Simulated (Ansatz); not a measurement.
# What a change does: single-point calculation on Ti

System: Ti (Cm, 8 atoms in the cell).
Method of the first run: DFT PBEsol, scalar-relativistic, plane waves, PAW, no spin polarisation (Ansatz 0.2.0).

The structure derives from an entry of the Crystallography Open Database. Text and figures count atoms from 1; the logs count them from 0 in places.

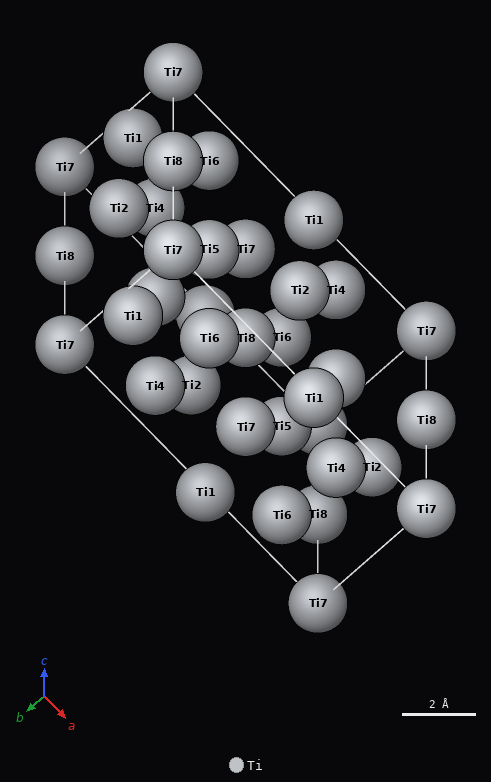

Fig. 1: The structure (spheres-only view of the cell 2 times as large as that of the calculation, set on its symmetry axes, seen at an oblique angle; atoms are numbered from 1 in the order of the input). An atom can appear more than once, as a periodic image.

## The input, the first run
```yaml
crystal:
  lattice:
    - [0.0, 4.0558423031, -4.0558423031]
    - [4.0558423031, 4.0558423031, 0.0]
    - [4.0558423031, 0.0, -4.0558423031]
  atoms:
    - { symbol: Ti, position: [0.5554755297, -0.1339297761, 0.5554755297] }
    - { symbol: Ti, position: [0.5, 0.5, 0.5] }
    - { symbol: Ti, position: [0.0, 0.0, 0.5] }
    - { symbol: Ti, position: [0.0, 0.5, 0.5] }
    - { symbol: Ti, position: [0.5, 0.0, 0.0] }
    - { symbol: Ti, position: [0.5, 0.5, 0.0] }
    - { symbol: Ti, position: [0.0, 0.0, 0.0] }
    - { symbol: Ti, position: [0.0, 0.5, 0.0] }
basis:
  ecutwfc: 420
kpoints:
  mp_grid: { grid: [14, 14, 14] }
hamiltonian:
  xc: pbesol
scf:
  occupations: { method: gaussian, width: 0.15 }
output:
  forces: true
  stress: true
  eigenvalues: true
```

Command:
```bash
ansatz run input.yaml --threads 2 --pin off --max-ram 5120MiB --backend cpu --events-out ev --progress --plain --runs-dir out
```

Hardware: 2 threads of AMD EPYC (Zen 5), 32 GiB of memory available, shared host.

## Output, shortened to warnings, some set-up lines, iterations and results (the first run)
```
Basis set: ecut = 420 eV, 2637 PW (Γ), exchange–correlation on 80×80×80 points (8 copies of the dense FFT grid, shifted against one another)
Symmetry: 2 space group operations
k-points: 744 of 2744 (time reversal used)
Initial density: superposition of atomic densities (neutral atoms: chi_scale 0, normalization atom), corrected by the library's trained network
[...]
SCF iter   1: F=—  HF=-19789.568328 eV  |F-HF|=—  |Δ(HF+E_count)|=         —  Δρ=8.02e-3  dr2=7.23e-2  ethr=1.77e-3  ⟨swp⟩=5.6  Hψ=167767  notcnv=0
SCF iter   2: F=—  HF=-19789.553959 eV  |F-HF|=—  |Δ(HF+E_count)|=   1.44e-2  Δρ=3.87e-3  dr2=1.55e-2  ethr=7.53e-5  ⟨swp⟩=2.4  Hψ=61432  notcnv=0  defer=3
SCF iter   3: F=—  HF=-19789.551094 eV  |F-HF|=—  |Δ(HF+E_count)|=   2.87e-3  Δρ=8.04e-4  dr2=7.14e-4  ethr=1.61e-5  ⟨swp⟩=2.0  Hψ=54265  notcnv=0  defer=3
SCF iter   4: F=—  HF=-19789.551038 eV  |F-HF|=—  |Δ(HF+E_count)|=   5.55e-5  Δρ=2.11e-4  dr2=7.04e-5  ethr=7.44e-7  ⟨swp⟩=2.1  Hψ=54923  notcnv=0  defer=3
SCF iter   5: F=—  HF=-19789.551028 eV  |F-HF|=—  |Δ(HF+E_count)|=   1.03e-5  Δρ=5.38e-5  dr2=5.27e-6  ethr=7.33e-8  ⟨swp⟩=2.5  Hψ=70540  notcnv=0  defer=4
SCF iter   6: F=—  HF=-19789.551027 eV  |F-HF|=—  |Δ(HF+E_count)|=   9.45e-7  Δρ=1.71e-5  dr2=5.78e-7  ethr=5.49e-9  ⟨swp⟩=2.0  Hψ=55356  notcnv=0  defer=5
SCF iter   7: F=-19789.551027 eV  HF=-19789.551027 eV  |F-HF|=2.59e-8  |Δ(HF+E_count)|=   9.57e-8  Δρ=4.49e-6  dr2=4.38e-8  ethr=1.04e-10  ⟨swp⟩=8.2  Hψ=151673  notcnv=0
SCF 1 converged in 7 iterations: F = -19789.551027 eV  dr2 = 4.38e-8
SCF converged after 7 iterations
Free energy (F): -19789.551027 eV
Harris-Foulkes:  -19789.551027 eV  (|F-HF|=2.59e-8)
Internal energy: -19789.391449 eV  (E = F + TS)
E sigma→0 (E₀):  -19789.471238 eV
Entropy (-TS):   -0.159578 eV (-19.947 meV/atom)
Fermi energy:    13.722487 eV
--- Per-component energies (eV) ---
  E_band       = -1192.787450
  E_kinetic    = 2193.268455
  E_local      = -6521.382405  (includes V_loc(G=0)·N_el)
  E_nonlocal   = 79.754814
  E_hartree    = 2701.087815
  E_xc         = -776.569063
  E_vxc        = -976.042168  (∫ρ·V_xc dr)
  E_paw        = -8183.898952  (= ΣΔE_a)
  E_vpaw       = -1370.561075  (= ΣTr[D̂ρ^β])
  E_aug_tail   = 0.000884  (compensation charges beyond the density's cutoff)
  E_ewald      = -9282.768071
  E_core_change = 1.115074  (= ΣΔE_core)
  E_smearing   = -0.159578  (= −TS)
  E_closure    = 0.000000  (closes the sum)
  Σ components = -19789.551027   (vs F -19789.551027, Δ=0.00e0)
--- Forces (eV/Å), atoms counted from 1 ---
  atom   1  Ti     2.35017776     2.35017776     2.91243893
  atom   2  Ti    -1.10861315    -1.10861315    -0.11397158
  atom   3  Ti    -0.15693457     0.10388203    -0.10482892
  atom   4  Ti    -1.42562002    -0.06630381    -1.40468974
  atom   5  Ti     0.10388203    -0.15693457    -0.10482892
  atom   6  Ti    -0.06630381    -1.42562002    -1.40468974
  atom   7  Ti     0.00649197     0.00649197    -0.22549435
  atom   8  Ti     0.29688025     0.29688025     0.44600704
  max |Σ_I F_I| component: 5.73e-5 eV/Å
--- Stress (GPa, compression-positive) ---
        2.748811       0.757949       1.142419
        0.757949       2.748811       1.142419
        1.142419       1.142419       2.623357
  P = ⅓ Tr σ = 2.7070 GPa (27.070 kbar)
```

The second run used a changed input.

## The two runs side by side

| quantity | the first run | the second run |
| --- | --- | --- |
| outcome | converged | converged |
| free energy per atom (eV) | −2473.6939 | −2473.7823 |
| energy per atom, smearing taken to zero (eV) | −2473.6839 | −2473.7731 |
| gap on the mesh (eV) | 0.00 | 0.00 |
| pressure (GPa) | 2.71 | 1.50 |
| largest force (eV/Å) | 4.419 | 2.811 |
| SCF iterations | 7 | 7 |
| irreducible k-points | 744 | 428 |
| plane waves at Γ | 2637 | 2637 |
| wall time (shared host) | 74 s | 38 s |

Which change of the input explains these differences?

The change (lines with − go, lines with + come):
```diff
-    - { symbol: Ti, position: [0.5554755297, -0.1339297761, 0.5554755297] }
+    - { symbol: Ti, position: [0.5, -0.0784542464, 0.5] }
```

With the same functional and potentials, the second run lies 88.4 meV per atom lower. The pressure goes from 2.71 to 1.50 GPa. The largest force goes from 4.419 to 2.811 eV/Å. The number of SCF iterations is the same. The irreducible k-points go from 744 to 428. On the same kind of shared host the second run took about 0.52 times as long.

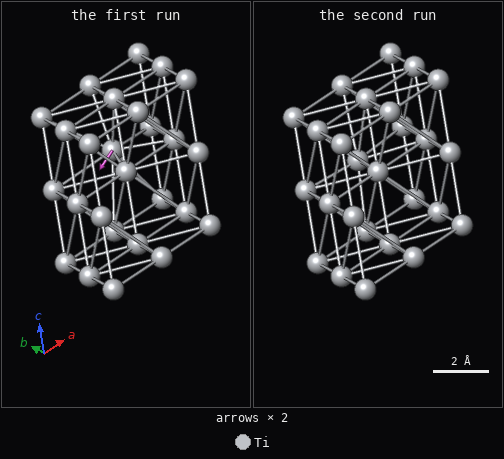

Fig. 2: The two input geometries at one scale (ball-and-stick view of the cell of the calculation, seen slightly off an axis). The pink arrows on the first give the shifts of the atoms relative to the cell, magnified 2 times. The largest move is that of a Ti atom, 0.45 Å. The cell doesn't change. Among the contacts that change: Ti–Ti 3.027 → 2.671 Å, Ti–Ti 2.348 → 2.671 Å, Ti–Ti 2.845 → 3.117 Å, Ti–Ti 2.459 → 2.418 Å.

## Output, shortened to warnings, some set-up lines, iterations and results (the second run)
```
Basis set: ecut = 420 eV, 2637 PW (Γ), exchange–correlation on 80×80×80 points (8 copies of the dense FFT grid, shifted against one another)
Symmetry: 4 space group operations
k-points: 428 of 2744 (time reversal used)
Initial density: superposition of atomic densities (neutral atoms: chi_scale 0, normalization atom), corrected by the library's trained network
[...]
SCF iter   1: F=—  HF=-19790.275556 eV  |F-HF|=—  |Δ(HF+E_count)|=         —  Δρ=7.60e-3  dr2=5.91e-2  ethr=1.77e-3  ⟨swp⟩=5.5  Hψ=95284  notcnv=0
SCF iter   2: F=—  HF=-19790.260911 eV  |F-HF|=—  |Δ(HF+E_count)|=   1.46e-2  Δρ=3.59e-3  dr2=1.27e-2  ethr=6.16e-5  ⟨swp⟩=2.1  Hψ=35086  notcnv=0  defer=2
SCF iter   3: F=—  HF=-19790.258351 eV  |F-HF|=—  |Δ(HF+E_count)|=   2.56e-3  Δρ=6.66e-4  dr2=3.87e-4  ethr=1.32e-5  ⟨swp⟩=2.1  Hψ=32760  notcnv=0  defer=2
SCF iter   4: F=—  HF=-19790.258366 eV  |F-HF|=—  |Δ(HF+E_count)|=   1.49e-5  Δρ=1.48e-4  dr2=3.10e-5  ethr=4.03e-7  ⟨swp⟩=2.3  Hψ=34701  notcnv=0  defer=2
SCF iter   5: F=—  HF=-19790.258368 eV  |F-HF|=—  |Δ(HF+E_count)|=   2.09e-6  Δρ=4.20e-5  dr2=3.23e-6  ethr=3.23e-8  ⟨swp⟩=2.2  Hψ=35202  notcnv=0  defer=4
SCF iter   6: F=—  HF=-19790.258368 eV  |F-HF|=—  |Δ(HF+E_count)|=   4.03e-7  Δρ=8.52e-6  dr2=1.11e-7  ethr=3.37e-9  ⟨swp⟩=2.0  Hψ=30134  notcnv=0  defer=8
SCF iter   7: F=-19790.258368 eV  HF=-19790.258368 eV  |F-HF|=4.59e-9  |Δ(HF+E_count)|=   1.34e-8  Δρ=2.16e-6  dr2=7.19e-9  ethr=1.04e-10  ⟨swp⟩=7.0  Hψ=77754  notcnv=0
SCF 1 converged in 7 iterations: F = -19790.258368 eV  dr2 = 7.19e-9
SCF converged after 7 iterations
Free energy (F): -19790.258368 eV
Harris-Foulkes:  -19790.258368 eV  (|F-HF|=4.59e-9)
Internal energy: -19790.110823 eV  (E = F + TS)
E sigma→0 (E₀):  -19790.184595 eV
Entropy (-TS):   -0.147545 eV (-18.443 meV/atom)
Fermi energy:    13.769472 eV
--- Per-component energies (eV) ---
  E_band       = -1193.272833
  E_kinetic    = 2189.599997
  E_local      = -6423.575934  (includes V_loc(G=0)·N_el)
  E_nonlocal   = 77.699430
  E_hartree    = 2653.226153
  E_xc         = -776.080310
  E_vxc        = -975.369590  (∫ρ·V_xc dr)
  E_paw        = -8182.371988  (= ΣΔE_a)
  E_vpaw       = -1368.081757  (= ΣTr[D̂ρ^β])
  E_aug_tail   = 0.000879  (compensation charges beyond the density's cutoff)
  E_ewald      = -9329.724125
  E_core_change = 1.115074  (= ΣΔE_core)
  E_smearing   = -0.147545  (= −TS)
  E_closure    = -0.000000  (closes the sum)
  Σ components = -19790.258368   (vs F -19790.258368, Δ=0.00e0)
--- Forces (eV/Å), atoms counted from 1 ---
  atom   1  Ti     1.98746286     1.98746286     0.00000000
  atom   2  Ti    -1.07030027    -1.07030027     0.00000000
  atom   3  Ti    -0.16100297    -0.43536295     0.38859958
  atom   4  Ti    -0.43536295    -0.16100297    -0.38859958
  atom   5  Ti    -0.43536295    -0.16100297     0.38859958
  atom   6  Ti    -0.16100297    -0.43536295    -0.38859958
  atom   7  Ti    -0.04564121    -0.04564121     0.00000000
  atom   8  Ti     0.32118729     0.32118729     0.00000000
  max |Σ_I F_I| component: 2.32e-5 eV/Å
--- Stress (GPa, compression-positive) ---
        1.654329       1.135982       0.000000
        1.135982       1.654329       0.000000
        0.000000       0.000000       1.181531
  P = ⅓ Tr σ = 1.4967 GPa (14.967 kbar)
```
